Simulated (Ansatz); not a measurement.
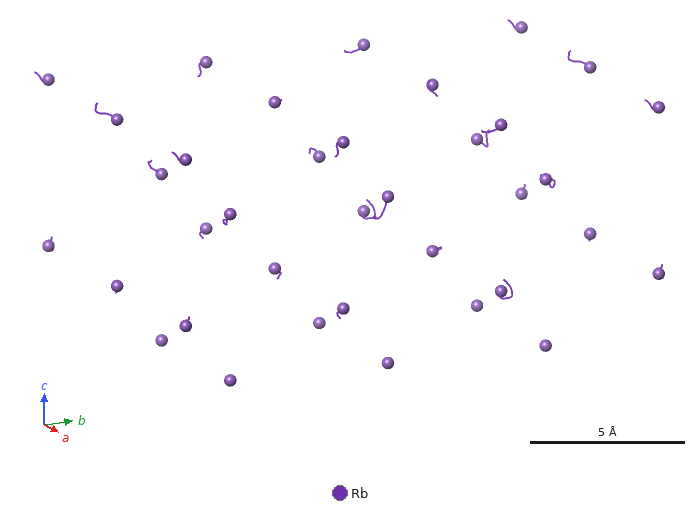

Molecular dynamics of a slab of Rb(100) (24 atoms in the cell), 420 fs long. Lines trace each atom's path, in the colour of its element; spheres stand at the starting positions. Fixed atoms have no trace. Seen slightly off an axis in the simulation cell, with the vacuum cut short.

Level of theory: DFT PBE-D3(BJ), scalar-relativistic, plane waves, PAW in Ansatz. Set-up: plane-wave cutoff 420 eV; k-point mesh 2 × 1 × 1; Fermi-Dirac smearing 0.1 eV; low-accuracy preset; 6 atoms held fixed; Langevin thermostat (NVT); set temperature 300 K; time step 3 fs; friction 0.005 per fs.

### Describe the motion.

Root-mean-square distances from the starting positions over the second half, with the common drift of all atoms taken out: Rb 0.50 Å. That is small against the typical shortest distance between atoms in the first frame, about 4.6 Å: the atoms vibrate about their sites and the arrangement holds. The mean temperature in the second half is 244 K (standard deviation 35 K). The potential energy in the second half lies on average 18.4 meV per atom above the first frame.

Limits of the set-up: the program's low-accuracy preset was used.

The run took 22 min on 4 threads of Intel(R) Xeon(R) CPU @ 2.80GHz (Skylake/Cascade Lake), with other jobs on the host, peak memory 5.6 GiB.
